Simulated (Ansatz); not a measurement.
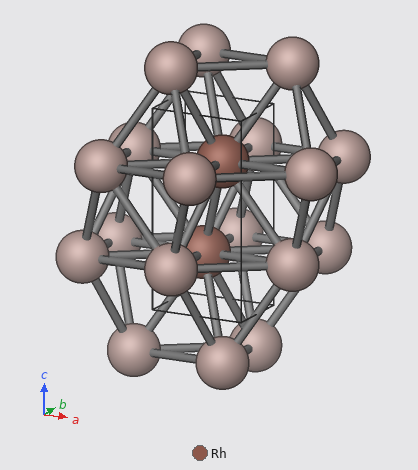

Rh, hexagonal close-packed (Mg type), space group P6₃/mmc (No. 194), a = 2.731 Å, b = 2.731 Å, c = 4.428 Å, α = 90.00°, β = 90.00°, γ = 120.00°. The crystal in a ball-and-stick representation, seen slightly off an axis. Thin lines show the conventional unit cell, with boundary atoms drawn in all their periodic places. Every bond is drawn to its end, so some atoms lie outside the box, in fainter colours. This one geometry was run with four functionals. The cell is a structure listed in the Materials Project. This isn't the form of Rh at room conditions, which is fcc.

Alike in all runs: Ansatz 0.2.0; potentials Ansatz PAW; cutoff 420 eV; k mesh 6 × 6 × 4 on the run's cell of 2 atoms; occupations fermi-dirac, width 0.05 eV; no spin polarisation; no spin-orbit coupling. All runs are metallic.

```tsv
level	pressure (GPa)
PBE0	-14.8
HSE06	?
PBEsol	-13.5
LDA	-19.3
```

> Fill in the row of HSE06.

Pressure -14.5 GPa. That is between PBE0 and PBEsol in pressure.

> Order the levels by the equilibrium volume that these pressures point to, smallest first.

LDA (-19.3 GPa), PBE0 (-14.8 GPa), HSE06 (-14.5 GPa), PBEsol (-13.5 GPa). A higher pressure at one volume points to a larger equilibrium volume, as long as the bulk moduli are alike; rows a few tenths of a GPa apart can't be told apart.

Notes on single rows: PBE0 and HSE06: the k mesh is coarse (spacing up to 0.44 Å⁻¹), so the values aren't converged, least of all with exact exchange; PBE0, HSE06, PBEsol and LDA: the k mesh is coarse (spacing up to 0.44 Å⁻¹), so the values aren't converged.

Caveat: rows whose functional differs from that of their potentials carry a shift in pressure and volume, which can reorder them.
